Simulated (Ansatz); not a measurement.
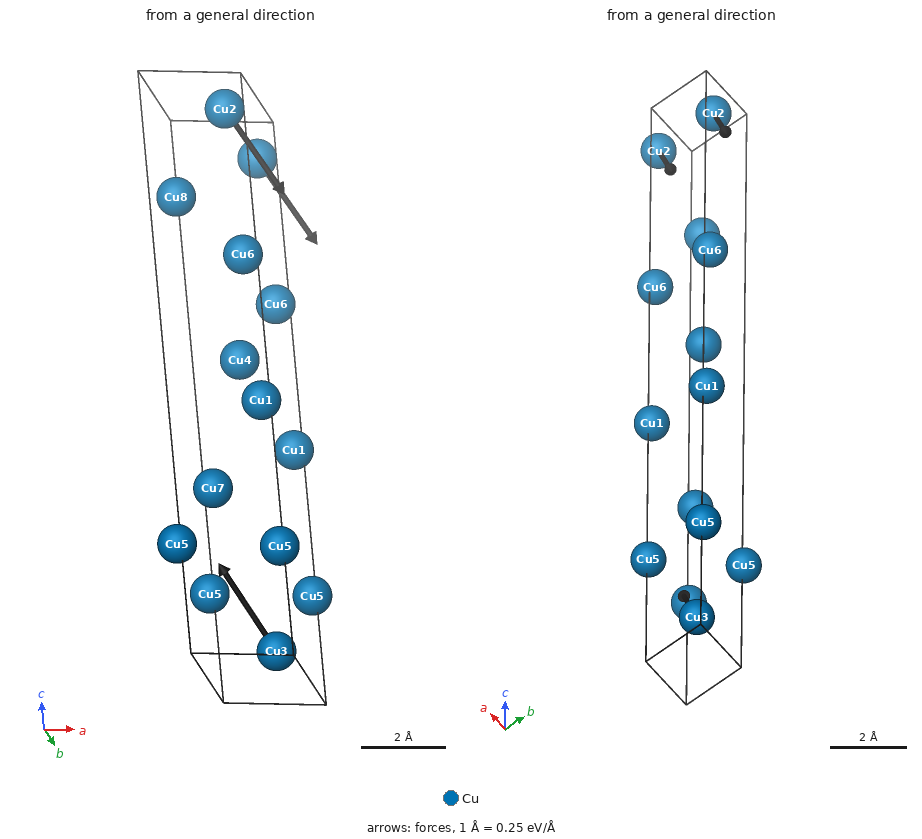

An orthographic spheres-only view of the structure, from two general directions. Thin lines show the simulation cell, with boundary atoms drawn in all their periodic places. The arrows are the computed forces on the atoms.

System: Cu. Setup: DFT r2SCAN, scalar-relativistic, plane waves, PAW (Ansatz 0.2.0); a cutoff energy of 500 eV, a 21×21×3 mesh of k-points, Gaussian smearing of 0.15 eV, no spin polarisation.

Question: Is the structure at a minimum of the energy?

Answer: No. The atoms still feel forces of up to about 0.53 eV/Å, far above a usual threshold of 0.01 to 0.03 eV/Å.

Question: Name the atom under the greatest force.

Answer: Cu2 and Cu3, about 0.53 eV/Å.

Provenance: a structure listed in the Materials Project. The cell was then strained or its atoms displaced on purpose. Ansatz was used for an electronic-structure calculation on it.
